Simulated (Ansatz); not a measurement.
## Geometry relaxation of Cu (part 3 of 3)

The same run, continued: Cu (interface cell, 24 atoms in the cell); DFT PBE, scalar-relativistic, plane waves, PAW, no spin polarisation (Ansatz 0.2.0); cutoff 420 eV, 14×6×2 k-mesh, Gaussian smearing of 0.1 eV. The structure derives from an entry of the Crystallography Open Database. It belongs to a series of runs on one base structure; here: symmetric tilt boundary Sigma 3 (2 1 1), mirror between planes, shift [0, 0.5].

Geometry of the input (Å; fractional positions):
```
2.5666  0.0000  0.0000
0.0000  6.2869  0.0000
0.0000  0.0000  18.0821
Cu 0.0000  0.3333  0.1434
Cu 0.0000  0.6667  0.0614
Cu 0.5000  0.0000  0.1024
Cu 0.5000  0.3333  0.0204
Cu 0.5000  0.6667  0.1843
Cu 0.0000  1.0000  0.2253
Cu 0.0000  0.3333  0.3892
Cu 0.0000  0.6667  0.3073
Cu 0.5000  0.0000  0.3482
Cu 0.5000  0.3333  0.2663
Cu 0.5000  0.6667  0.4302
Cu 0.0000  1.0000  0.4712
Cu 0.0000  0.8333  0.8483
Cu 0.0000  0.1667  0.9303
Cu 0.5000  0.5000  0.8893
Cu 0.5000  0.8333  0.9713
Cu 0.5000  0.1667  0.8074
Cu 0.0000  0.5000  0.7664
Cu 0.0000  0.8333  0.6025
Cu 0.0000  0.1667  0.6844
Cu 0.5000  0.5000  0.6435
Cu 0.5000  0.8333  0.7254
Cu 0.5000  0.1667  0.5615
Cu 0.0000  0.5000  0.5205
```

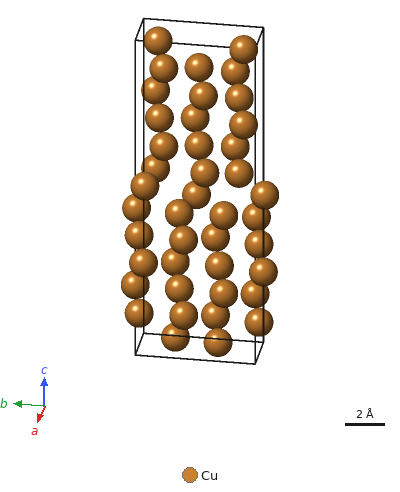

Figure 1. The geometry at step 3 of the log (spheres-only view of the cell of the calculation, seen at an oblique angle).

**Output, continued**
```
--- Relaxed structure (4 steps of the walk, 4 accepted, 1 SCFs on fresh bases) ---
  F+E_penalty+E_count = -159002.92407794 eV   max|allowed force component| = 7.518e-4 eV/Å   (the final SCF, on the basis selected at the relaxed cell)
  cell:  # Å, volume = 293.2761 Å³
    - [2.5666196354, 9.511873902871678e-127, -5.645172659690117e-82]
    - [2.3299237559589603e-126, 6.2869084705, -1.586636738701206e-126]
    - [-3.977074092276504e-81, -4.5633978492570405e-126, 18.175151512882056]
  atoms:
    - { symbol: Cu, position: [-6.354769281411149e-19, 0.33129568310814705, 0.14570622294399774] }
    - { symbol: Cu, position: [-1.8563982775249463e-18, 0.6657171488943381, 0.06649905960751237] }
    - { symbol: Cu, position: [0.49999999999999994, 0.0030570719101502605, 0.09842259287176063] }
    - { symbol: Cu, position: [0.49999999999999994, 0.3448192169949223, 0.024264063913950217] }
    - { symbol: Cu, position: [0.49999999999999994, 0.6671457864948885, 0.18585628776718624] }
    - { symbol: Cu, position: [6.72267065767197e-19, 1.0006667721557518, 0.2233727552427393] }
    - { symbol: Cu, position: [-1.170723004172982e-18, 0.3302756639924597, 0.3932817462824445] }
    - { symbol: Cu, position: [6.232711227049659e-19, 0.666188360743918, 0.30584691574856493] }
    - { symbol: Cu, position: [0.49999999999999994, 0.0020379676164594546, 0.345998580598072] }
    - { symbol: Cu, position: [0.49999999999999994, 0.3326671924238363, 0.2683318432030332] }
    - { symbol: Cu, position: [0.49999999999999994, 0.6676162216700036, 0.4252041414059973] }
    - { symbol: Cu, position: [3.0224227655536618e-18, 0.9885129139951243, 0.4674413598820192] }
    - { symbol: Cu, position: [1.1896118043809674e-18, 0.831295683108147, 0.8459982631726689] }
    - { symbol: Cu, position: [2.1146177372887843e-18, 0.16571714889433817, 0.9252054265091544] }
    - { symbol: Cu, position: [0.49999999999999994, 0.5030570719101501, 0.893281893244906] }
    - { symbol: Cu, position: [0.49999999999999994, 0.8448192169949222, 0.9674404222027165] }
    - { symbol: Cu, position: [0.49999999999999994, 0.16714578649488857, 0.8058481983494804] }
    - { symbol: Cu, position: [-8.535944140456915e-19, 0.5006667721557521, 0.7683317308739274] }
    - { symbol: Cu, position: [2.002250029808054e-18, 0.8302756639924598, 0.5984227398342222] }
    - { symbol: Cu, position: [-4.93196778817101e-19, 0.16618836074391805, 0.6858575703681018] }
    - { symbol: Cu, position: [0.49999999999999994, 0.5020379676164594, 0.6457059055185946] }
    - { symbol: Cu, position: [0.49999999999999994, 0.8326671924238365, 0.7233726429136336] }
    - { symbol: Cu, position: [0.49999999999999994, 0.16761622167000356, 0.5665003447106693] }
    - { symbol: Cu, position: [1.0146719707037959e-19, 0.4885129139951243, 0.5242631262346475] }
--- Löwdin populations: 24 sites ---
  site symbol       q [e]
     0     Cu     18.8416
     1     Cu     18.8638
     2     Cu     18.8322
     3     Cu     18.8671
     4     Cu     18.8375
     5     Cu     18.8419
     6     Cu     18.8322
     7     Cu     18.8375
     8     Cu     18.8416
     9     Cu     18.8419
    10     Cu     18.8638
    11     Cu     18.8671
    12     Cu     18.8416
    13     Cu     18.8638
    14     Cu     18.8322
    15     Cu     18.8671
    16     Cu     18.8375
    17     Cu     18.8419
    18     Cu     18.8322
    19     Cu     18.8375
    20     Cu     18.8416
    21     Cu     18.8419
    22     Cu     18.8638
    23     Cu     18.8671
  spilling = 0.008034 (of n_electrons = 456.000000)
```

**File populations.tsv**
```
# site	symbol	l	j	q
# orbitals = lowdin
# n_electrons = 456.000000
# spilling = 0.008034
0	Cu	0_3S	-	1.996330
0	Cu	0_4S	-	1.051554
0	Cu	1_3P	-	5.999163
0	Cu	2_3D	-	9.794594
1	Cu	0_3S	-	1.996168
1	Cu	0_4S	-	1.069926
1	Cu	1_3P	-	5.999072
1	Cu	2_3D	-	9.798615
2	Cu	0_3S	-	1.996679
2	Cu	0_4S	-	1.034010
2	Cu	1_3P	-	5.999171
2	Cu	2_3D	-	9.802361
3	Cu	0_3S	-	1.996474
3	Cu	0_4S	-	1.069433
3	Cu	1_3P	-	5.999083
3	Cu	2_3D	-	9.802107
4	Cu	0_3S	-	1.996250
4	Cu	0_4S	-	1.044156
4	Cu	1_3P	-	5.999158
4	Cu	2_3D	-	9.797956
5	Cu	0_3S	-	1.996399
5	Cu	0_4S	-	1.047772
5	Cu	1_3P	-	5.999178
5	Cu	2_3D	-	9.798534
6	Cu	0_3S	-	1.996679
6	Cu	0_4S	-	1.034011
6	Cu	1_3P	-	5.999171
6	Cu	2_3D	-	9.802361
7	Cu	0_3S	-	1.996250
7	Cu	0_4S	-	1.044157
7	Cu	1_3P	-	5.999158
7	Cu	2_3D	-	9.797956
8	Cu	0_3S	-	1.996330
8	Cu	0_4S	-	1.051554
8	Cu	1_3P	-	5.999163
8	Cu	2_3D	-	9.794594
9	Cu	0_3S	-	1.996399
9	Cu	0_4S	-	1.047773
9	Cu	1_3P	-	5.999178
9	Cu	2_3D	-	9.798534
10	Cu	0_3S	-	1.996168
10	Cu	0_4S	-	1.069926
10	Cu	1_3P	-	5.999072
10	Cu	2_3D	-	9.798615
11	Cu	0_3S	-	1.996474
11	Cu	0_4S	-	1.069433
11	Cu	1_3P	-	5.999083
11	Cu	2_3D	-	9.802108
12	Cu	0_3S	-	1.996330
12	Cu	0_4S	-	1.051554
12	Cu	1_3P	-	5.999163
12	Cu	2_3D	-	9.794594
13	Cu	0_3S	-	1.996168
13	Cu	0_4S	-	1.069926
13	Cu	1_3P	-	5.999072
13	Cu	2_3D	-	9.798615
14	Cu	0_3S	-	1.996679
14	Cu	0_4S	-	1.034010
14	Cu	1_3P	-	5.999171
14	Cu	2_3D	-	9.802361
15	Cu	0_3S	-	1.996474
15	Cu	0_4S	-	1.069433
15	Cu	1_3P	-	5.999083
15	Cu	2_3D	-	9.802107
16	Cu	0_3S	-	1.996250
16	Cu	0_4S	-	1.044156
16	Cu	1_3P	-	5.999158
16	Cu	2_3D	-	9.797956
17	Cu	0_3S	-	1.996399
17	Cu	0_4S	-	1.047772
17	Cu	1_3P	-	5.999178
17	Cu	2_3D	-	9.798534
18	Cu	0_3S	-	1.996679
18	Cu	0_4S	-	1.034011
18	Cu	1_3P	-	5.999171
18	Cu	2_3D	-	9.802361
19	Cu	0_3S	-	1.996250
19	Cu	0_4S	-	1.044157
19	Cu	1_3P	-	5.999158
19	Cu	2_3D	-	9.797956
20	Cu	0_3S	-	1.996330
20	Cu	0_4S	-	1.051554
20	Cu	1_3P	-	5.999163
20	Cu	2_3D	-	9.794594
21	Cu	0_3S	-	1.996399
21	Cu	0_4S	-	1.047773
21	Cu	1_3P	-	5.999178
21	Cu	2_3D	-	9.798534
22	Cu	0_3S	-	1.996168
22	Cu	0_4S	-	1.069926
22	Cu	1_3P	-	5.999072
22	Cu	2_3D	-	9.798615
23	Cu	0_3S	-	1.996474
23	Cu	0_4S	-	1.069433
23	Cu	1_3P	-	5.999083
23	Cu	2_3D	-	9.802108
```

**Trajectory as extended XYZ (Å, eV, eV/Å), 5 frames, from step=1 to step=5**
```
24
Lattice="2.5666 0.0000 0.0000 0.0000 6.2869 0.0000 0.0000 0.0000 18.0821" Properties=species:S:1:pos:R:3:forces:R:3 step=1 energy=-159002.50314 pressure_GPa=1.47
Cu    0.0000    2.0956    2.5925    0.0000  -0.0464   0.0032
Cu    0.0000    4.1913    1.1106    0.0000  -0.6844   0.9815
Cu    1.2833    0.0000    1.8516    0.0000   0.0402  -0.2133
Cu    1.2833    2.0956    0.3697    0.0000   0.6735   0.9765
Cu    1.2833    4.1913    3.3334    0.0000  -0.0030   0.0360
Cu    0.0000    6.2869    4.0743    0.0000   0.0092   0.0133
Cu    0.0000    2.0956    7.0380    0.0000  -0.0385   0.2170
Cu    0.0000    4.1913    5.5562    0.0000   0.0029  -0.0356
Cu    1.2833    0.0000    6.2971    0.0000   0.0464  -0.0024
Cu    1.2833    2.0956    4.8152    0.0000  -0.0092  -0.0132
Cu    1.2833    4.1913    7.7789    0.0000   0.6733  -0.9662
Cu    0.0000    6.2869    8.5198    0.0000  -0.6639  -0.9573
Cu    0.0000    5.2391   15.3396    0.0000  -0.0464  -0.0032
Cu    0.0000    1.0478   16.8214    0.0000  -0.6844  -0.9815
Cu    1.2833    3.1435   16.0805    0.0000   0.0402   0.2133
Cu    1.2833    5.2391   17.5623    0.0000   0.6735  -0.9765
Cu    1.2833    1.0478   14.5987    0.0000  -0.0030  -0.0360
Cu    0.0000    3.1435   13.8577    0.0000   0.0092  -0.0133
Cu    0.0000    5.2391   10.8941    0.0000  -0.0385  -0.2170
Cu    0.0000    1.0478   12.3759    0.0000   0.0029   0.0356
Cu    1.2833    3.1435   11.6350    0.0000   0.0464   0.0024
Cu    1.2833    5.2391   13.1168    0.0000  -0.0092   0.0132
Cu    1.2833    1.0478   10.1532    0.0000   0.6733   0.9662
Cu    0.0000    3.1435    9.4122    0.0000  -0.6639   0.9573
24
Lattice="2.5666 0.0000 0.0000 0.0000 6.2869 0.0000 0.0000 0.0000 18.1117" Properties=species:S:1:pos:R:3:forces:R:3 step=2 energy=-159002.72755 pressure_GPa=0.88
Cu    0.0000    2.0914    2.6086    0.0000  -0.0435   0.0063
Cu    0.0000    4.1847    1.1390    0.0000  -0.4200   0.6226
Cu    1.2833    0.0025    1.8400    0.0000   0.0217  -0.1708
Cu    1.2833    2.1141    0.3924    0.0000   0.4243   0.6016
Cu    1.2833    4.1913    3.3465    0.0000   0.0054   0.0264
Cu    0.0000    6.2877    4.0747    0.0000   0.0077  -0.0069
Cu    0.0000    2.0931    7.0647    0.0000  -0.0207   0.1732
Cu    0.0000    4.1912    5.5581    0.0000  -0.0054  -0.0263
Cu    1.2833    0.0042    6.2960    0.0000   0.0435  -0.0060
Cu    1.2833    2.0949    4.8299    0.0000  -0.0077   0.0069
Cu    1.2833    4.1978    7.7655    0.0000   0.4139  -0.6132
Cu    0.0000    6.2685    8.5121    0.0000  -0.4192  -0.5899
Cu    0.0000    5.2349   15.3528    0.0000  -0.0435  -0.0063
Cu    0.0000    1.0412   16.8224    0.0000  -0.4200  -0.6226
Cu    1.2833    3.1460   16.1215    0.0000   0.0217   0.1708
Cu    1.2833    5.2575   17.5690    0.0000   0.4243  -0.6016
Cu    1.2833    1.0478   14.6150    0.0000   0.0054  -0.0264
Cu    0.0000    3.1442   13.8867    0.0000   0.0077   0.0069
Cu    0.0000    5.2366   10.8968    0.0000  -0.0207  -0.1732
Cu    0.0000    1.0478   12.4033    0.0000  -0.0054   0.0263
Cu    1.2833    3.1477   11.6654    0.0000   0.0435   0.0060
Cu    1.2833    5.2383   13.1315    0.0000  -0.0077  -0.0069
Cu    1.2833    1.0544   10.1959    0.0000   0.4139   0.6132
Cu    0.0000    3.1251    9.4493    0.0000  -0.4192   0.5899
24
Lattice="2.5666 0.0000 0.0000 0.0000 6.2869 0.0000 0.0000 0.0000 18.1740" Properties=species:S:1:pos:R:3:forces:R:3 step=3 energy=-159002.92261 pressure_GPa=0.04
Cu    0.0000    2.0801    2.6468    0.0000   0.0019  -0.0043
Cu    0.0000    4.1812    1.2075    0.0000  -0.0055   0.0123
Cu    1.2833    0.0159    1.7871    0.0000   0.0076   0.0111
Cu    1.2833    2.1648    0.4370    0.0000   0.0028   0.0286
Cu    1.2833    4.1933    3.3770    0.0000  -0.0019   0.0020
Cu    0.0000    6.2904    4.0604    0.0000   0.0014  -0.0042
Cu    0.0000    2.0797    7.1492    0.0000  -0.0074  -0.0114
Cu    0.0000    4.1892    5.5591    0.0000   0.0020  -0.0019
Cu    1.2833    0.0156    6.2894    0.0000  -0.0022   0.0044
Cu    1.2833    2.0922    4.8758    0.0000  -0.0014   0.0042
Cu    1.2833    4.2014    7.7285    0.0000   0.0048  -0.0119
Cu    0.0000    6.2176    8.4994    0.0000  -0.0021  -0.0290
Cu    0.0000    5.2235   15.3764    0.0000   0.0019   0.0043
Cu    0.0000    1.0378   16.8157    0.0000  -0.0055  -0.0123
Cu    1.2833    3.1594   16.2361    0.0000   0.0076  -0.0111
Cu    1.2833    5.3083   17.5862    0.0000   0.0028  -0.0286
Cu    1.2833    1.0499   14.6462    0.0000  -0.0019  -0.0020
Cu    0.0000    3.1469   13.9628    0.0000   0.0014   0.0042
Cu    0.0000    5.2231   10.8741    0.0000  -0.0074   0.0114
Cu    0.0000    1.0458   12.4641    0.0000   0.0020   0.0019
Cu    1.2833    3.1591   11.7338    0.0000  -0.0022  -0.0044
Cu    1.2833    5.2357   13.1474    0.0000  -0.0014  -0.0042
Cu    1.2833    1.0579   10.2947    0.0000   0.0048   0.0119
Cu    0.0000    3.0741    9.5238    0.0000  -0.0021   0.0290
24
Lattice="2.5666 0.0000 0.0000 0.0000 6.2869 0.0000 0.0000 0.0000 18.1752" Properties=species:S:1:pos:R:3:forces:R:3 step=4 energy=-159002.92294 pressure_GPa=0.04
Cu    0.0000    2.0828    2.6482    0.0000   0.0003  -0.0002
Cu    0.0000    4.1853    1.2086    0.0000   0.0006   0.0002
Cu    1.2833    0.0192    1.7888    0.0000   0.0008   0.0001
Cu    1.2833    2.1678    0.4410    0.0000   0.0000   0.0004
Cu    1.2833    4.1943    3.3780    0.0000  -0.0001  -0.0002
Cu    0.0000    6.2911    4.0598    0.0000   0.0003  -0.0003
Cu    0.0000    2.0764    7.1480    0.0000  -0.0008  -0.0001
Cu    0.0000    4.1883    5.5588    0.0000   0.0001   0.0003
Cu    1.2833    0.0128    6.2886    0.0000  -0.0003   0.0002
Cu    1.2833    2.0914    4.8770    0.0000  -0.0003   0.0003
Cu    1.2833    4.1972    7.7282    0.0000  -0.0007  -0.0002
Cu    0.0000    6.2147    8.4958    0.0000   0.0000  -0.0004
Cu    0.0000    5.2263   15.3761    0.0000   0.0003   0.0002
Cu    0.0000    1.0418   16.8157    0.0000   0.0006  -0.0002
Cu    1.2833    3.1627   16.2355    0.0000   0.0008  -0.0001
Cu    1.2833    5.3113   17.5834    0.0000   0.0000  -0.0004
Cu    1.2833    1.0508   14.6464    0.0000  -0.0001   0.0002
Cu    0.0000    3.1476   13.9645    0.0000   0.0003   0.0003
Cu    0.0000    5.2199   10.8764    0.0000  -0.0008   0.0001
Cu    0.0000    1.0448   12.4656    0.0000   0.0001  -0.0003
Cu    1.2833    3.1563   11.7358    0.0000  -0.0003  -0.0002
Cu    1.2833    5.2349   13.1474    0.0000  -0.0003  -0.0003
Cu    1.2833    1.0538   10.2962    0.0000  -0.0007   0.0002
Cu    0.0000    3.0712    9.5286    0.0000   0.0000   0.0004
24
Lattice="2.5666 0.0000 0.0000 0.0000 6.2869 0.0000 0.0000 0.0000 18.1752" Properties=species:S:1:pos:R:3:forces:R:3 step=5 energy=-159002.92408 pressure_GPa=0.04
Cu    0.0000    2.0828    2.6482    0.0000   0.0003  -0.0002
Cu    0.0000    4.1853    1.2086    0.0000   0.0007   0.0003
Cu    1.2833    0.0192    1.7888    0.0000   0.0008   0.0001
Cu    1.2833    2.1678    0.4410    0.0000   0.0000   0.0004
Cu    1.2833    4.1943    3.3780    0.0000  -0.0001  -0.0002
Cu    0.0000    6.2911    4.0598    0.0000   0.0003  -0.0003
Cu    0.0000    2.0764    7.1480    0.0000  -0.0008  -0.0001
Cu    0.0000    4.1883    5.5588    0.0000   0.0001   0.0002
Cu    1.2833    0.0128    6.2886    0.0000  -0.0003   0.0002
Cu    1.2833    2.0914    4.8770    0.0000  -0.0003   0.0003
Cu    1.2833    4.1972    7.7282    0.0000  -0.0007  -0.0002
Cu    0.0000    6.2147    8.4958    0.0000   0.0001  -0.0004
Cu    0.0000    5.2263   15.3761    0.0000   0.0003   0.0002
Cu    0.0000    1.0418   16.8157    0.0000   0.0007  -0.0003
Cu    1.2833    3.1627   16.2355    0.0000   0.0008  -0.0001
Cu    1.2833    5.3113   17.5834    0.0000   0.0000  -0.0004
Cu    1.2833    1.0508   14.6464    0.0000  -0.0001   0.0002
Cu    0.0000    3.1476   13.9645    0.0000   0.0003   0.0003
Cu    0.0000    5.2199   10.8764    0.0000  -0.0008   0.0001
Cu    0.0000    1.0448   12.4656    0.0000   0.0001  -0.0002
Cu    1.2833    3.1563   11.7358    0.0000  -0.0003  -0.0002
Cu    1.2833    5.2349   13.1474    0.0000  -0.0003  -0.0003
Cu    1.2833    1.0538   10.2962    0.0000  -0.0007   0.0002
Cu    0.0000    3.0712    9.5286    0.0000   0.0001   0.0004
```

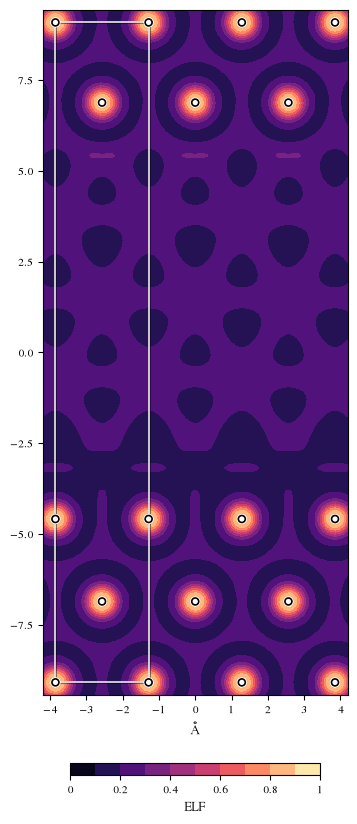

Figure 2. Electron localisation function on the (010) plane of the calculation cell. Circles mark the nuclei in the plane (Cu). Cu–Cu (2.55 Å): the ELF is about 0.25 at the midpoint; no shared electron pair. Cu–Cu (2.57 Å): the ELF is about 0.20 at the midpoint; no shared electron pair. The strong features right at Cu lie inside the PAW spheres (semicore, d or f shells) and say nothing about bonding. In a PAW calculation such maps are meaningful between the atoms, not at the nuclei.
